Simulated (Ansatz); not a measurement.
Single-point calculation of W (part 2 of 2)

Continued. System: W (slab, 16 atoms in the cell). Method: DFT PBE+D3(BJ), scalar-relativistic, plane waves, PAW, no spin polarisation (Ansatz 0.2.0); cutoff 420 eV, 3×3×1 k-mesh, Gaussian smearing of 0.1 eV. The structure derives from an entry of the Crystallography Open Database. It belongs to a series of runs on one base structure; here: the slab at its places in the relaxed adsorbed structure.

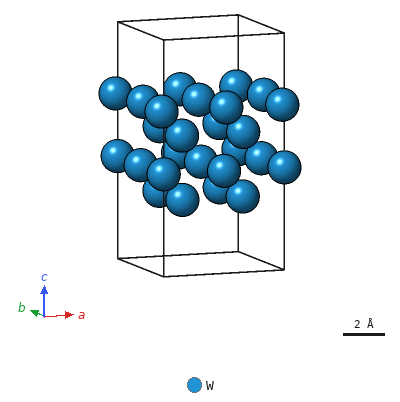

Fig. 1: The structure (spheres-only view of the cell of the calculation, with the vacuum cut short, seen slightly off an axis). An atom can appear more than once, as a periodic image.

Output, continued
```
  k-point 2: bands = ["-71.0908", "-71.0527", "-71.0436", "-71.0284", "-71.0144", "-71.0098", "-71.0040", "-70.9936", "-70.9732", "-70.9684", "-70.9656", "-70.9557", "-70.9422", "-70.9279", "-70.9140", "-70.8938", "-35.9997", "-35.9865", "-35.9527", "-35.8528", "-35.8083", "-35.7943", "-35.7649", "-35.6669", "-35.6507", "-35.6278", "-35.5699", "-35.5664", "-35.5169", "-35.4955", "-35.4713", "-35.4674", "-35.4114", "-35.3745", "-35.3353", "-35.3171", "-35.2870", "-35.2624", "-35.2341", "-35.2065", "-35.1827", "-35.1745", "-35.1694", "-35.1195", "-35.1063", "-35.0965", "-35.0312", "-35.0072", "-34.9989", "-34.9913", "-34.9666", "-34.9554", "-34.9349", "-34.9196", "-34.9143", "-34.8637", "-34.8418", "-34.8375", "-34.8255", "-34.7794", "-34.7380", "-34.7085", "-34.6927", "-34.6825", "-5.0386", "-3.6431", "-2.9061", "-2.6090", "-2.2302", "-2.1581", "-2.0781", "-2.0158", "-1.9594", "-1.6753", "-1.5663", "-1.3824", "-1.3289", "-1.1819", "-1.1527", "-0.7484", "-0.6714", "-0.4765", "-0.3709", "-0.1314", "-0.0914", "0.0156", "0.0655", "0.1144", "0.1554", "0.4268", "0.4412", "0.5151", "0.5199", "1.0649", "1.1028", "1.2522", "1.3523", "1.3904", "1.4687", "1.5670", "1.6914", "1.9642", "1.9711", "2.0004", "2.1256", "2.1445", "2.1853", "2.3747", "2.4824", "2.5308", "2.6043", "2.7372", "2.8934", "3.0888", "3.1111", "3.1744", "3.2288", "3.6320", "3.7853", "3.8400", "4.0485", "4.1341", "4.1637", "4.2414", "4.3828", "4.4982", "4.5176", "4.5648", "4.5889", "4.7051", "4.7313", "4.8347", "5.0818", "5.1488", "5.1726"]
  k-point 4: bands = ["-71.0765", "-71.0555", "-71.0361", "-71.0348", "-71.0262", "-71.0202", "-71.0078", "-71.0037", "-70.9667", "-70.9619", "-70.9573", "-70.9507", "-70.9436", "-70.9261", "-70.9114", "-70.8996", "-35.9738", "-35.9547", "-35.8939", "-35.8524", "-35.7750", "-35.7352", "-35.7026", "-35.6855", "-35.6550", "-35.6269", "-35.6227", "-35.6047", "-35.5504", "-35.5169", "-35.4876", "-35.4759", "-35.4367", "-35.4084", "-35.3382", "-35.3306", "-35.3083", "-35.2791", "-35.2660", "-35.2595", "-35.2380", "-35.1672", "-35.1401", "-35.1220", "-35.0535", "-35.0417", "-35.0376", "-35.0168", "-35.0087", "-34.9712", "-34.9677", "-34.9437", "-34.9276", "-34.9157", "-34.9118", "-34.8749", "-34.8609", "-34.8141", "-34.8054", "-34.7902", "-34.7456", "-34.7060", "-34.6921", "-34.6758", "-4.4676", "-3.1886", "-3.1499", "-2.4306", "-2.3916", "-2.0680", "-1.8745", "-1.6977", "-1.4169", "-1.2699", "-1.2569", "-1.2474", "-0.9058", "-0.8507", "-0.8055", "-0.7570", "-0.6148", "-0.6098", "-0.5633", "-0.2893", "-0.2215", "-0.0529", "0.0428", "0.0464", "0.1467", "0.1887", "0.2379", "0.4679", "0.6198", "0.7032", "0.7683", "0.7873", "0.9766", "1.0118", "1.0275", "1.0296", "1.1106", "1.4712", "1.5518", "1.6537", "1.7676", "1.8057", "2.1138", "2.3567", "2.4623", "2.4766", "2.5406", "2.5710", "2.8240", "2.8583", "2.8650", "3.1484", "3.3185", "3.5021", "3.5461", "3.7125", "3.8986", "4.0591", "4.0986", "4.2077", "4.2446", "4.2990", "4.4258", "4.5001", "4.7359", "4.7935", "4.8067", "4.8198", "4.9615", "5.0625", "5.1354"]
```

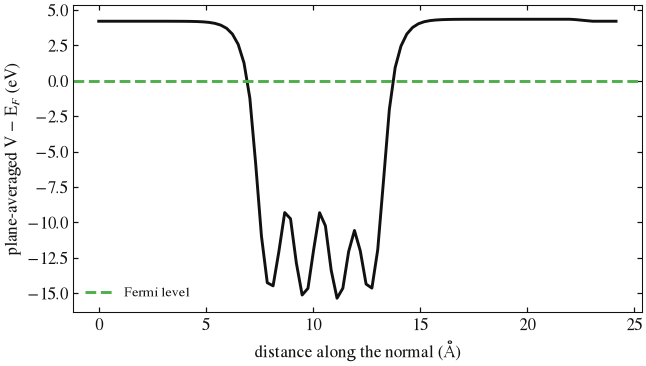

Fig. 2: Plane average of the electrostatic potential energy of an electron across the cell, from the Fermi level. The vacuum level lies 4.34 eV above the Fermi level on the upper side and 4.20 eV on the lower.

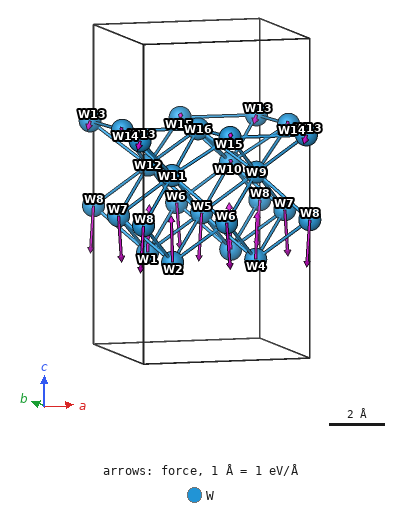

Fig. 3: Forces on the atoms as pink arrows (ball-and-stick view of the cell of the calculation, with the vacuum cut short, seen slightly off an axis; atoms are numbered from 1 in the order of the input); the smallest are left out. The largest act on W5 (1.80 eV/Å); W6 (1.79 eV/Å); W7 (1.78 eV/Å); W1 (1.76 eV/Å), among others. The geometry is not a stationary point of this energy.

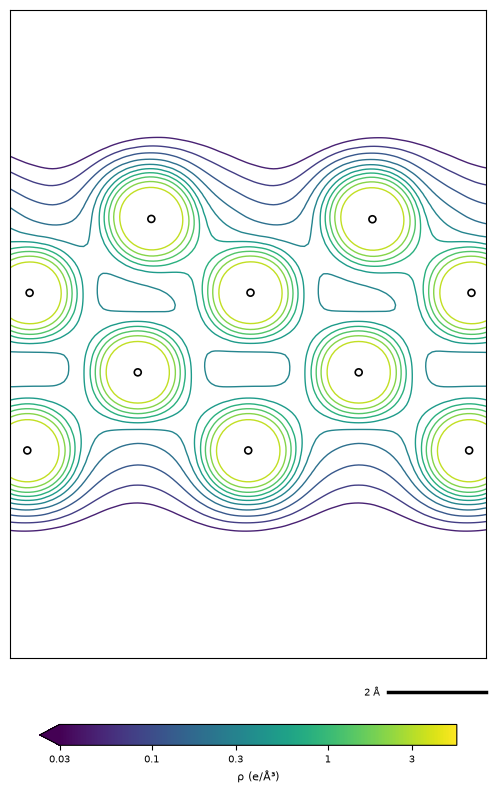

Fig. 4: Valence charge density (pseudo) on the (11̄0) plane of the calculation cell, a cut from vacuum to vacuum. Circles mark the nuclei in the plane (W). Atoms in the plane: W. W–W (2.50 Å): ρ at the midpoint is about 0.67 e/Å³. W–W (2.72 Å): ρ is about 0.42 e/Å³ halfway. W–W (2.74 Å): ρ is about 0.44 e/Å³ halfway. W–W (2.79 Å): ρ is about 0.38 e/Å³ halfway. W–W (2.88 Å): ρ at the midpoint is about 0.34 e/Å³. The density dies away to nearly zero in the vacuum. The fields are those of the smooth PAW valence density.

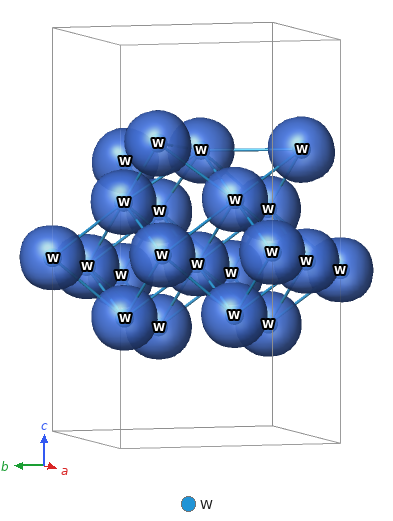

Fig. 5: Isosurface of the valence charge density (pseudo) at 1 e/Å³ (blue), seen at an oblique angle. Sticks mark near contacts. At this value the density breaks into separate islands; it holds about 65 % of the electrons treated as valence (semicore included). It is pinched off along the W–W (2.50 Å), W–W (2.70 Å), W–W (2.75 Å) and W–W (2.79 Å) contacts. On the grid the lowest density along these lines, outside the cores, is 0.67 e/Å³ (W–W, 2.50 Å), 0.46 e/Å³ (W–W, 2.70 Å), 0.4 e/Å³ (W–W, 2.75 Å) and 0.38 e/Å³ (W–W, 2.79 Å).

This output came from the following input.

Input file
```yaml
crystal:
  lattice:
    - [6.3187499463, 0.0, 0.0]
    - [0.0, 6.3187499463, 0.0]
    - [0.0, 0.0, 24.4233624597]
  atoms:
    - { symbol: W, position: [0.25, 0.75, 0.3275552256] }
    - { symbol: W, position: [0.25, 0.25, 0.3275552256] }
    - { symbol: W, position: [0.75, 0.75, 0.3275552256] }
    - { symbol: W, position: [0.75, 0.25, 0.3275552256] }
    - { symbol: W, position: [0.5, 0.5, 0.392234587] }
    - { symbol: W, position: [0.5, 0.0, 0.392234587] }
    - { symbol: W, position: [0.0, 0.5, 0.392234587] }
    - { symbol: W, position: [0.0, 0.0, 0.392234587] }
    - { symbol: W, position: [0.7556209055, 0.2547993678, 0.4580679638] }
    - { symbol: W, position: [0.7456746636, 0.7454911377, 0.458026266] }
    - { symbol: W, position: [0.2454827846, 0.2454921293, 0.4580099821] }
    - { symbol: W, position: [0.2545199956, 0.755696009, 0.4581973165] }
    - { symbol: W, position: [-0.028888324, -0.0291905833, 0.5206516751] }
    - { symbol: W, position: [0.0314346916, 0.5299171957, 0.5192601533] }
    - { symbol: W, position: [0.5305666456, 0.0315183644, 0.5189950456] }
    - { symbol: W, position: [0.469105056, 0.4702113213, 0.5193472182] }
basis:
  ecutwfc: 420
kpoints:
  mp_grid: { grid: [3, 3, 1] }
hamiltonian:
  xc: pbe
  dispersion: d3bj
scf:
  occupations: { method: gaussian, width: 0.1 }
output:
  forces: true
  eigenvalues: true
  write_density: true
  volumetric_format: npy
efield:
  axis: 3
  dipole_correction: true
  ramp_width: 0.04
```

Command:
```bash
ansatz run input.yaml --threads 4 --pin off --max-ram 10240MiB --backend cpu --events-out ev --progress --plain --runs-dir out
```

Summary

```tsv
quantity	value
outcome	converged
electrons treated	224
free energy	−166143.3888 eV
work function, top face	4.34 eV
work function, bottom face	4.20 eV
Fermi energy	2.782 eV
gap on the k-point mesh	0.08 eV
work function (upper face)	4.34 eV
largest force (length of the vector)	1.796 eV/Å
hardware	4 threads of Intel Xeon @ 2.70GHz, 189 GiB of memory available, shared host
wall time	19 s (CPU time 69 s)
peak memory	2.5 GiB
```

Notes

Spin–orbit coupling is left out, which matters for W.
